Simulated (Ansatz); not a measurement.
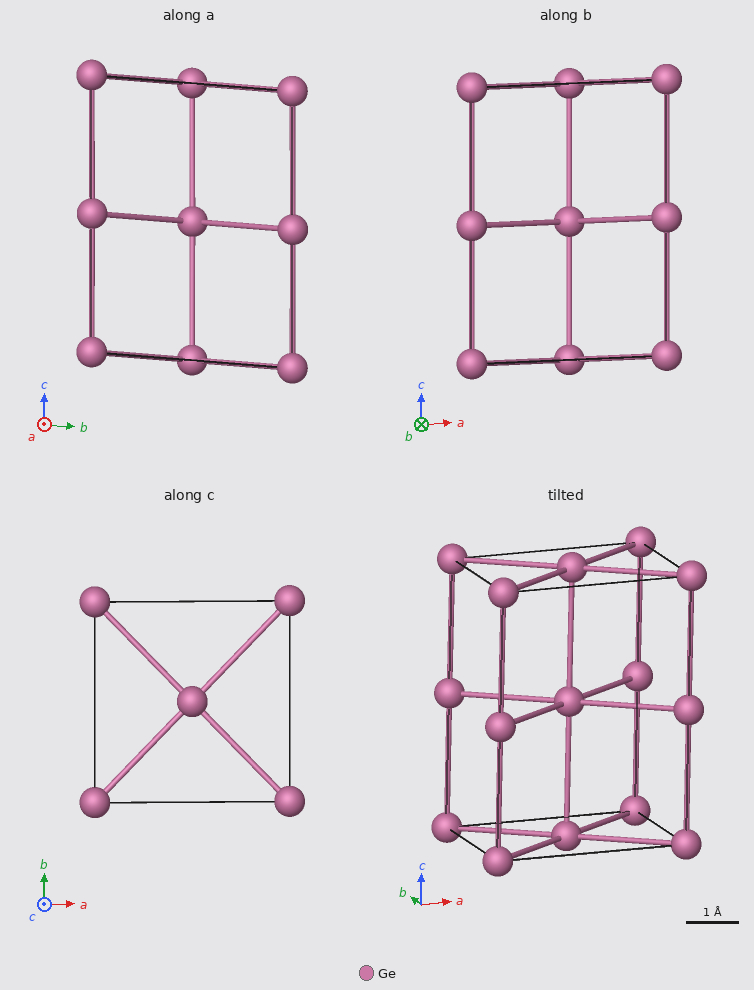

The figure gives a ball-and-stick picture of the atoms, viewed along the a axis, along the b axis, along the c axis and slightly off an axis. The box is the unit cell; atoms on or close to its faces, edges and corners are drawn wherever they repeat.

Lattice parameters: a = 3.7985 Å, b = 3.9228 Å, c = 5.4019 Å, α = 94.591°, β = 87.529°, γ = 89.833°.

**Put the structure into a CIF in P1 with every atom of the cell, with free fractional coordinates to two decimals.**

```cif
data_structure
_symmetry_space_group_name_H-M 'P 1'
_symmetry_Int_Tables_number 1
_cell_length_a 3.7985
_cell_length_b 3.9228
_cell_length_c 5.4019
_cell_angle_alpha 94.591
_cell_angle_beta 87.529
_cell_angle_gamma 89.833
_cell_volume 80.16
loop_
_atom_site_label
_atom_site_type_symbol
_atom_site_fract_x
_atom_site_fract_y
_atom_site_fract_z
_atom_site_occupancy
Ge1 Ge 0.00 0.00 0.00 1
Ge2 Ge 0.00 0.00 0.50 1
Ge3 Ge 0.50 0.50 0.00 1
Ge4 Ge 0.50 0.50 0.50 1
```

Its origin is a random cell made by a generator, so it need not be a real form of the element. What is shown is the relaxed result from DFT PBE, scalar-relativistic, plane waves, PAW (Ansatz 0.2.0).
